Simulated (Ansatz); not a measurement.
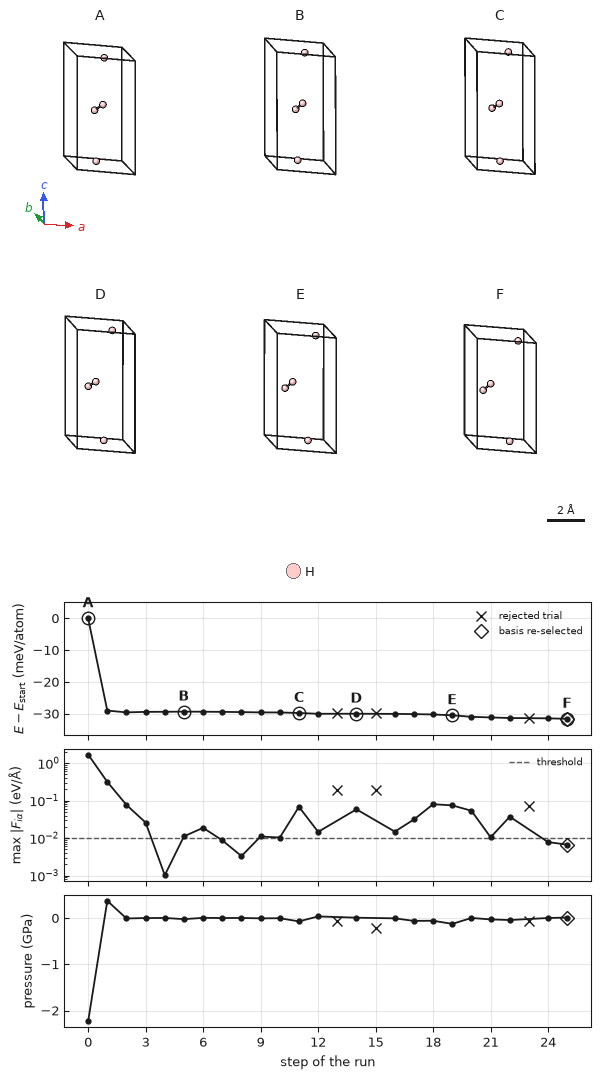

Frames of a relaxation of a crystal of H (set up in P1), marked on the history of the run. The picture is a ball-and-stick view of the cell of the calculation, seen slightly off an axis.

Case: all atoms moved at random, sigma 0.05 Å for each component, cell strained at random, sigma 0.03; relaxed back.

Level of theory: DFT PBE, scalar-relativistic, plane waves, PAW (Ansatz). Set-up: plane-wave cutoff 420 eV; k-point mesh 8 × 8 × 4; occupations gaussian; smearing width 0.05 eV; no spin polarisation; cell and atoms relaxed; force threshold 0.01 eV/Å; at most 80 steps.

What happens along the run?

The energy falls by 31.6 meV per atom in 21 accepted moves (25 points after the start). Largest force component: 1.7 eV/Å at the start, 0.0067 eV/Å at the end. Pressure: −2.23 GPa at the start and 0.01 GPa at the end. The line search rejected the trial steps at points 13, 15, 23 of the run. At 1 point the geometry stayed and the basis and grid were re-selected for the new cell (energy shift of 0.2 meV per atom at most each time). An H atom moves most relative to the cell: 0.90 Å along [−2 1 0]. The drawn cell changes as follows: a 3.416 → 3.450 Å (+1.0 %), b 3.461 → 3.472 Å (+0.3 %), c 6.439 → 6.244 Å (−3.0 %), γ 122.1° → 120.2°; the volume changes by +0.3 %. Near-neighbour distances that change, for instance: H–H 0.823 → 0.751 Å, H–H 0.801 → 0.751 Å. The space group stays P1 (No. 1). From step 0 to 5: an H atom moves most (0.09 Å), volume +5.4 %, energy −29.3 meV per atom. From step 5 to 11: an H atom moves most (0.24 Å), volume −2.4 %, energy −0.4 meV per atom. From step 11 to 14: H atoms move most (0.25 Å), volume +0.8 %, energy −0.2 meV per atom. From step 14 to 19: an H atom moves most (0.27 Å), volume +0.9 %, energy −0.5 meV per atom. From step 19 to 25: an H atom moves most (0.15 Å), volume −4.2 %, energy −1.1 meV per atom.

```
step  E − E(0), meV/atom  largest force component, eV/Å  pressure, GPa  volume, Å³/atom                      note
   0                0.00                         1.6902          -2.23           16.121                          
   1              -29.00                         0.3157           0.37           16.255                          
   2              -29.56                         0.0765          -0.01           16.286                          
   3              -29.41                         0.0260           0.00           16.741                          
   4              -29.38                         0.0010           0.00           16.862                          
   5              -29.33                         0.0111          -0.02           16.992                          
   6              -29.36                         0.0188           0.01           16.967                          
   7              -29.40                         0.0087           0.00           16.924                          
   8              -29.48                         0.0033           0.00           16.840                          
   9              -29.57                         0.0110           0.00           16.746                          
  10              -29.59                         0.0103           0.00           16.727                          
  11              -29.76                         0.0682          -0.07           16.590                          
  12              -30.01                         0.0147           0.04           16.407                          
  13              -29.70                         0.1941          -0.06           16.737                  rejected
  14              -29.99                         0.0585           0.01           16.726                          
  15              -29.70                         0.1926          -0.22           17.038                  rejected
  16              -30.04                         0.0149           0.00           16.835                          
  17              -30.10                         0.0314          -0.06           16.924                          
  18              -30.23                         0.0800          -0.06           16.923                          
  19              -30.48                         0.0746          -0.12           16.880                          
  20              -30.97                         0.0535           0.00           16.580                          
  21              -31.15                         0.0105          -0.03           16.423                          
  22              -31.34                         0.0372          -0.04           16.251                          
  23              -31.49                         0.0716          -0.06           16.069                  rejected
  24              -31.44                         0.0078           0.00           16.165                          
  25              -31.59                         0.0067           0.01           16.165  same geometry, new basis
```
